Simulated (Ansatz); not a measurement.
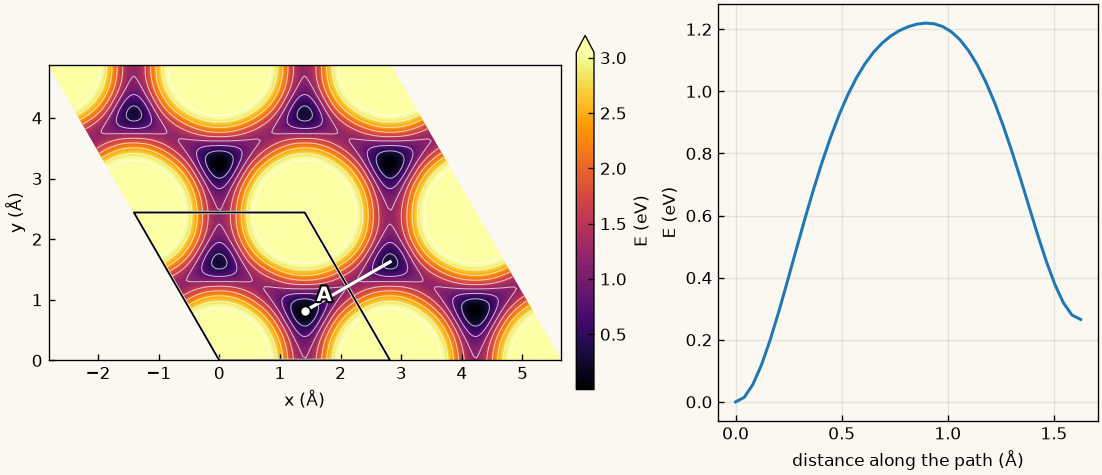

N on an Al(111) slab cut from the Fm-3m phase, its upper half relaxed before the scan (12 atoms of substrate and one adsorbate in a 2 × 2 cell). 
- N is moved over the surface cell; relaxed at each place: the height of the adsorbate's atoms; substrate rigid; the origin of the map has the adsorbate above Al9.
- Places are given modulo a cell vector. The map is drawn in real space over the plane of the surface.
- The grid has 6 × 6 points; 10 points were computed and 26 follow by symmetry.
- Places are given in fractions of the 1 × 1 surface cell.
- All energies are given in eV relative to the lowest grid point.
- Theory: DFT LDA, scalar-relativistic, plane waves, PAW in Ansatz 0.2.0. Settings: cutoff 420 eV, k-mesh 6×6×1, gaussian smearing 0.1 eV, no spin polarisation.

The picture shows a smooth colour map with a few white contour lines, a line along the lowest path, the outline of one cell of the 2 × 2 shown, one colour for all values above the top of the scale, the energy along the path at the right, the start A. Between grid points the surface is interpolated.

**Describe the path and its barrier.**

The easiest path leads from the well at a threefold hollow over a third-layer Al atom, (4/6, 2/6) of the cell vectors to the well at a threefold hollow over a second-layer Al atom, (2/6, 4/6) of the cell vectors, about 0.27 eV higher. Its highest point lies about 1.2 eV above the bottom of the first well on the interpolated surface, at about (0.03, 0.52) of the cell vectors. Seen from the upper well the barrier is about 0.95 eV. This is the barrier on the constrained surface; relaxing the other coordinates would change it.
